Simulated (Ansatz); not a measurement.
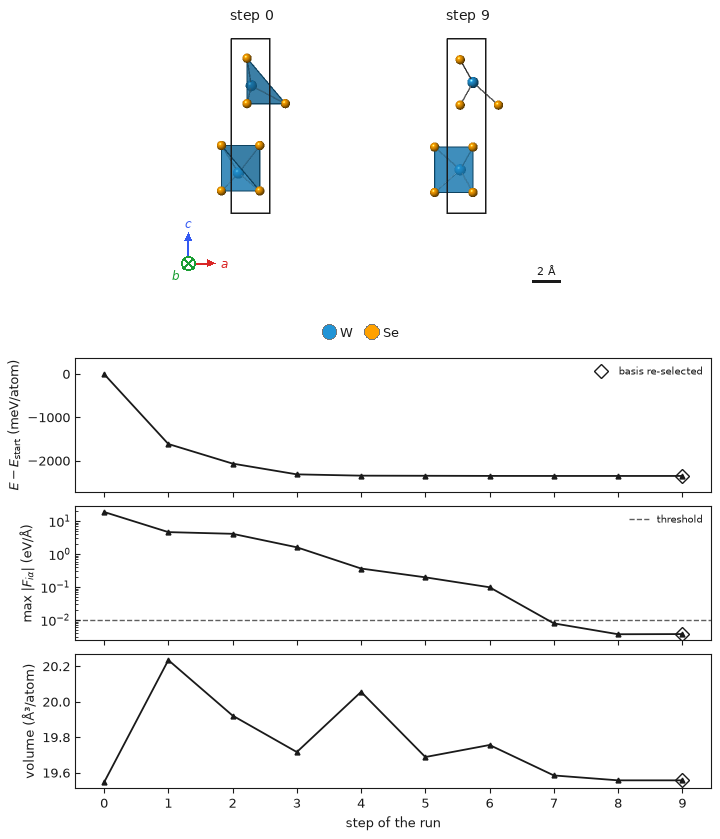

First and last geometry of a relaxation of solid WSe$_{2}$ (set up in P1), with the history of the run. Style: polyhedral. Shown: the cell of the calculation, along the b axis.

Case: all Se atoms moved 0.8 Å in one direction; relaxed back.

Method: Ansatz 0.2.0, DFT LDA, scalar-relativistic, plane waves, PAW. Settings: plane-wave cutoff 420 eV; k-point mesh 12 × 12 × 2; occupations gaussian; smearing width 0.05 eV; no spin polarisation; cell and atoms relaxed; force threshold 0.01 eV/Å; at most 80 steps.

Read the history and describe the run.

Answer. It converged. After 8 accepted moves (9 points after the start) the energy has fallen by 2349 meV per atom. The largest force component goes from 19 to 0.0038 eV/Å. Pressure: 43.80 GPa at the start and −0.03 GPa at the end. At 1 point the geometry stayed and the basis and grid were re-selected for the new cell (energy shift of less than 0.05 meV per atom at most each time). The largest moves relative to the cell, 0.53 Å, are those of W atoms. Largest moves by element: W 0.53 Å, Se 0.27 Å. Cell: a = b unchanged at 3.250 Å, c 12.823 → 12.829 Å (0.0 %). Volume +0.1 %. Among the contacts that change: Se–W 3.228 → 2.510 Å, Se–W 1.852 → 2.510 Å, Se–W 2.849 → 2.510 Å, Se–W 2.395 → 2.510 Å. New bonds form, among them: Se–W (3.23 → 2.51 Å). Bond angles that change, for instance: Se–W–Se 164.1° → 136.1°, Se–W–Se 109.7° → 136.1°, Se–W–Se 102.7° → 83.2°. Within 0.06 Å the space group is Cc at the start and P6_3/mmc at the end; at a tighter tolerance small leftover displacements or strains of the cell lower it. Cost: 10 min on 2 threads of Arm Neoverse V1 (shared host), peak memory 0.95 GiB.

| step | E − E(0), meV/atom | largest force component, eV/Å | pressure, GPa | volume, Å³/atom | note |
| --- | --- | --- | --- | --- | --- |
| 0 | 0.00 | 19.1162 | 43.80 | 19.546 |  |
| 1 | -1612.55 | 4.6785 | 1.23 | 20.235 |  |
| 2 | -2064.53 | 4.1561 | -3.50 | 19.923 |  |
| 3 | -2312.63 | 1.6204 | -2.68 | 19.717 |  |
| 4 | -2342.58 | 0.3672 | -1.38 | 20.056 |  |
| 5 | -2345.47 | 0.1985 | 0.37 | 19.689 |  |
| 6 | -2348.56 | 0.0992 | 0.17 | 19.757 |  |
| 7 | -2349.24 | 0.0080 | -0.08 | 19.585 |  |
| 8 | -2349.27 | 0.0037 | -0.01 | 19.558 |  |
| 9 | -2349.27 | 0.0038 | -0.03 | 19.558 | same geometry, new basis |

Limits of the set-up: layers or molecules are held without a dispersion correction, so their spacing is unreliable.
